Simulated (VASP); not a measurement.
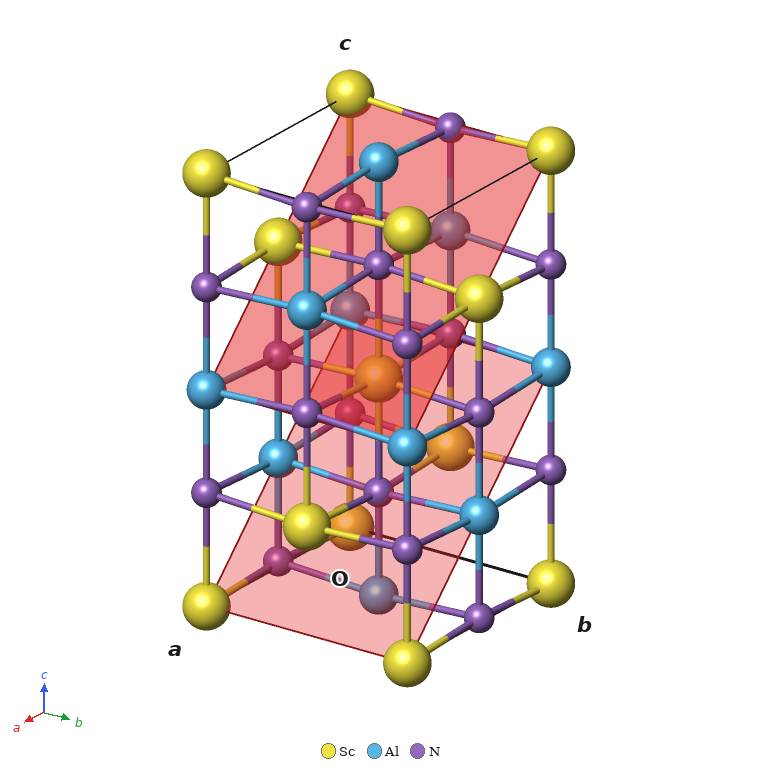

Crystal: ScAlN₂, a cell listed in the Materials Project, as set up for an electronic-structure calculation. Every member of one family of equally spaced planes, hx + ky + lz = a whole number, that cuts the unit cell is shaded (one member passes through the origin O, touching the cell only at an edge or corner). All values are computed from the atomic coordinates in the standard setting (tolerance 0.002 Å).

a = 4.399 Å, b = 4.399 Å, c = 8.397 Å, α = 90.00°, β = 90.00°, γ = 90.00°.

**Index the planes.**

(1 0 2); the opposite sign names the same planes. The member next to the origin meets the axes a at 1, b never, c at 1/2.

**What is the spacing?**

d = 3.037 Å.

**Which atoms of the cell lie in these planes (within 0.03 Å)?**

2 of the 4 Sc, 2 of the 4 Al.
